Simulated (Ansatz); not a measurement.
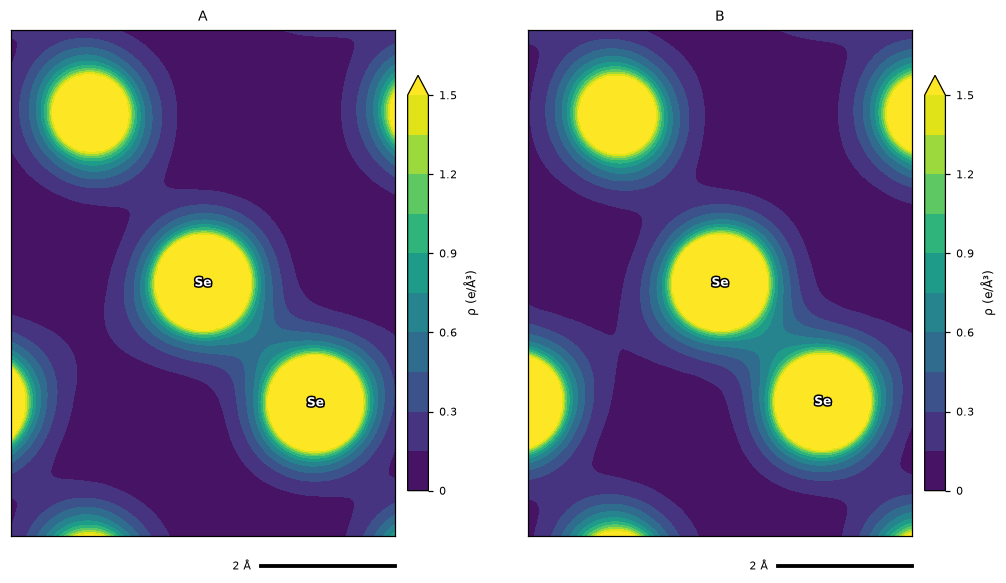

Se. The valence charge density (pseudo) of two cells that differ in size and shape, on the (110) plane of each (indices in the axes of the calculation cell), at one length scale and on one colour scale; one has 20.6 and the other 23.0 Å³ an atom.

All numbers below come from DFT PBEsol+D3(BJ), scalar-relativistic, plane waves, PAW (Ansatz).

The density is the valence pseudo-density of a PAW calculation; it isn't the true density close to the nuclei.

The larger cell:

```cif
data_structure
_symmetry_space_group_name_H-M 'P 1'
_symmetry_Int_Tables_number 1
_cell_length_a 3.9726
_cell_length_b 3.9726
_cell_length_c 5.0480
_cell_angle_alpha 90.000
_cell_angle_beta 90.000
_cell_angle_gamma 120.000
_cell_volume 68.99
loop_
_atom_site_label
_atom_site_type_symbol
_atom_site_fract_x
_atom_site_fract_y
_atom_site_fract_z
_atom_site_occupancy
Se1 Se 0.26108 0.00000 0.33333 1
Se2 Se 0.00000 0.26108 0.66667 1
Se3 Se 0.73892 0.73892 0.00000 1
```

The smaller cell: a = 3.934 Å, b = 3.934 Å, c = 4.613 Å, α = 90.00°, β = 90.00°, γ = 120.00°.

Question: Which is the denser cell? Describe the effect of the change.

Answer: Panel B is the smaller cell, by 10 % in volume. From the larger cell to the smaller, Se–Se goes from 2.46 to 2.35 Å, and the density at its midpoint from 0.56 to 0.68 e/Å³; the pressure goes from −1.1 to 11 GPa; the Kohn–Sham gap goes from 0.47 eV to metallic.
